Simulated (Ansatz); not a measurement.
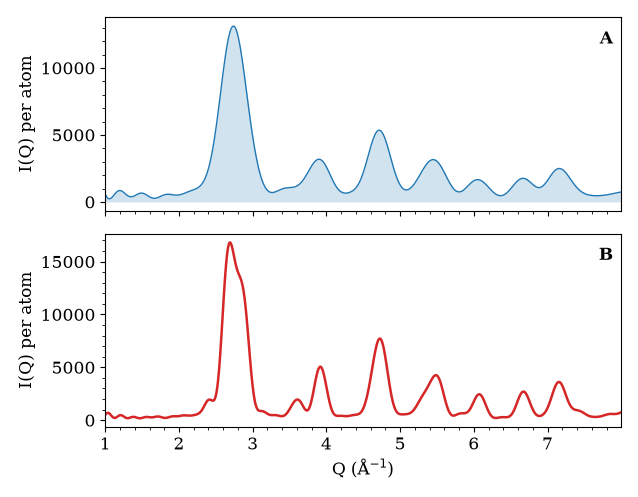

X-ray scattering of spheres cut from the crystal structure of W (P6/mmm, a = 4.687 Å, b = 4.687 Å, c = 2.610 Å, α = 90.00°, β = 90.00°, γ = 120.00°), calculated atom by atom with the Debye equation (B = 0.5 Å², no relaxation of the surface). It is based on the input geometry of an electronic-structure calculation (not necessarily at equilibrium); the starting structure was generated, so it need not be a known form of this composition.

The spheres are 20 and 36 Å across. Which curve is which?

Answer. curve A: 20 Å (277 atoms); curve B: 36 Å (1483 atoms). Peak widths go roughly as 2π/D, so the largest sphere has the sharpest peaks.

Index the main peaks of the largest sphere.

Answer. Q ≈ 2.69 Å⁻¹: 110; Q ≈ 3.61 Å⁻¹: 111; Q ≈ 3.92 Å⁻¹: 201; Q ≈ 4.72 Å⁻¹: 300 + 211; Q ≈ 5.48 Å⁻¹: 112; Q ≈ 6.07 Å⁻¹: 311.
